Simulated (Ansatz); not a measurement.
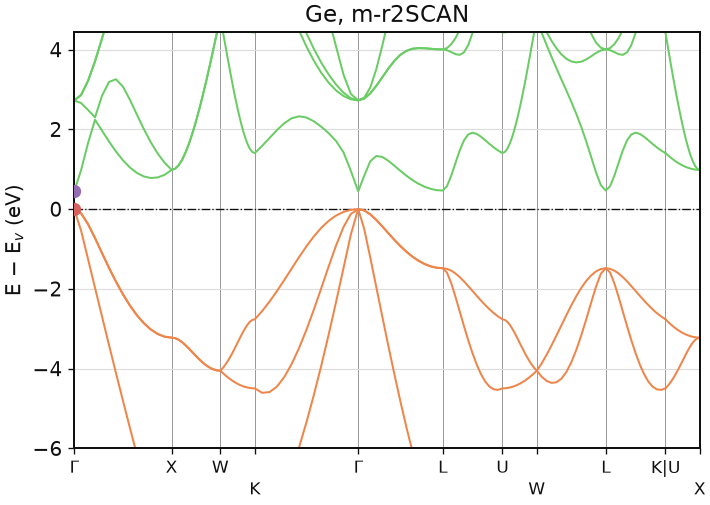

Write a caption that states what the plot shows.

Band structure of diamond-type Ge, space group Fd-3m (No. 227), 2 atoms in the primitive cell (cubic a = 5.658 Å). Level of theory: m-r2SCAN, Ansatz PAW, no spin polarisation, no spin-orbit coupling, 8×8×8 k mesh, 500 eV cutoff, cold smearing of 0.01 eV; code Ansatz 0.2.0. Energies are counted from the top of the valence band.

A semiconductor. The gap along this path is 0.44 eV and direct: both edges lie at Γ. At L the lowest conduction band lies only 0.02 eV higher. Three bands meet at the valence-band top at Γ: it is triply degenerate (spin aside). The direct gaps are 4.17 eV at U, 4.21 eV at X and 4.17 eV at K.

Spin-orbit coupling is left out, which matters for Ge. The PAW data sets were made with another functional. Measured Ge has an indirect gap, with the conduction bottom at L.
